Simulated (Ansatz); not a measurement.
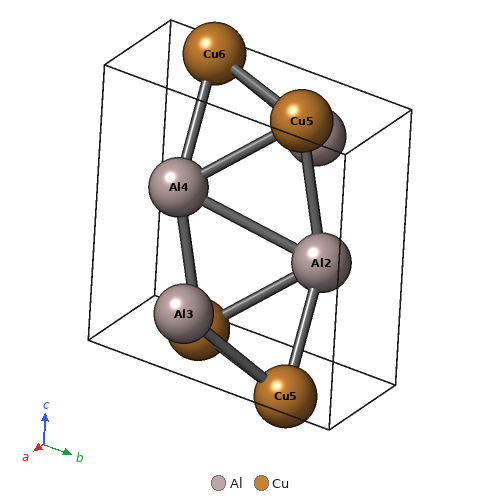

The system is Al₂Cu (I4/mcm, No. 140; 6 atoms in the cell); the picture shows the reference structure. The energy is mapped over the lattice constants a and c of the conventional cell. Coordinates scanned: (1) lattice constant a (and b); (2) lattice constant c. Nothing is relaxed (fractional coordinates fixed). The grid has 11 × 11 points. Energies: meV/atom, counted from the lowest grid point. These are results of Ansatz 0.2.0, DFT PBEsol, scalar-relativistic, plane waves, PAW, not measurements. Settings: cutoff 520 eV, k-mesh 10×10×10, gaussian smearing 0.15 eV, no spin polarisation.

Its coordinates:

```xyz
6
Lattice="-2.9965 2.9965 2.4138 2.9965 -2.9965 2.4138 2.9965 2.9965 -2.4138" Properties=species:S:1:pos:R:3 pbc="T T T"
Al    3.9513    0.9548    0.0000
Al    2.0417    0.9548    2.4138
Al   -0.9548    2.0417    2.4138
Al    0.9548    2.0417    0.0000
Cu    0.0000    0.0000    3.6207
Cu    0.0000    0.0000    1.2069
```

The input of one point:

```yaml
crystal:
  lattice:
    - [-2.9965086402, 2.9965086402, 2.4138103907]
    - [2.9965086402, -2.9965086402, 2.4138103907]
    - [2.9965086402, 2.9965086402, -2.4138103907]
  atoms:
    - { symbol: Al, position: [0.1593210787, 0.6593210787, 0.8186421574] }
    - { symbol: Al, position: [0.6593210787, 0.8406789213, 0.5] }
    - { symbol: Al, position: [0.8406789213, 0.3406789213, 0.1813578426] }
    - { symbol: Al, position: [0.3406789213, 0.1593210787, 0.5] }
    - { symbol: Cu, position: [0.75, 0.75, 0.0] }
    - { symbol: Cu, position: [0.25, 0.25, 0.0] }
basis:
  ecutwfc: 520.0
kpoints:
  mp_grid: { grid: [10, 10, 10] }
hamiltonian:
  xc: pbesol
  pseudopotentials: { kind: paw, azcp: { folder: soft_1 } }
scf:
  occupations: { method: gaussian, width: 0.15 }
output:
  forces: true
  stress: true
  eigenvalues: true
  write_density: true
  write_potential: true
  elf: true
  volumetric_format: npy
```

Range: lattice constant a (and b) from 5.693 to 6.293 Å; lattice constant c from 4.586 to 5.069 Å.

What will the energy surface look like?

The lowest grid point is at lattice constant a (and b) = 5.993 Å, lattice constant c = 4.828 Å. It is the only kind of minimum in the scanned range. The highest grid point, lattice constant a (and b) = 5.693 Å, lattice constant c = 4.586 Å, lies 133 meV/atom above the lowest. Round the minimum the valley is somewhat tilted: raising lattice constant a (and b) shifts the best value of lattice constant c downwards (coupling k₁₂/√(k₁₁k₂₂) about 0.4).

```
lattice constant c ↓, lattice constant a (and b) →  5.693  5.753  5.813  5.873  5.933  5.993  6.053  6.113  6.173  6.233  6.293
                                             5.069     55     38     26     19     17     20     27     39     54     72     94
                                             5.021     56     36     23     14     11     13     20     30     44     62     83
                                             4.972     57     36     21     11      7      8     13     23     36     53     73
                                             4.924     60     37     20      9      4      4      8     17     29     45     64
                                             4.876     64     39     21      9      2      1      4     12     24     39     57
                                             4.828     70     43     24     10      3      0      2      9     20     34     52
                                             4.779     78     50     28     14      5      1      2      8     17     31     48
                                             4.731     88     58     35     19      9      4      4      8     17     30     46
                                             4.683    100     69     45     27     15      9      8     11     19     31     47
                                             4.635    115     82     56     37     24     16     14     17     24     35     49
                                             4.586    133     98     71     50     35     27     23     24     30     40     54
```

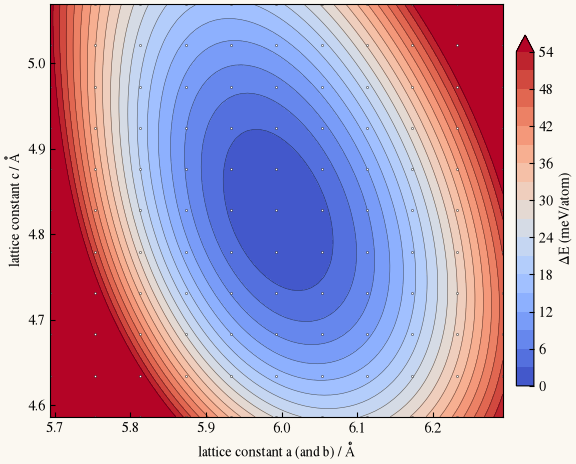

In the figure: filled contours, dots at the grid points, one colour for all values above the top of the scale. Between grid points the surface is interpolated.

Each point was launched as `ansatz run input.yaml --threads 4 --pin off --max-ram 8192MiB --backend cpu --events-out ev --progress --plain --runs-dir out`. The whole map (121 points run) took 15 min on 4 threads of Arm Neoverse V1 (shared host).
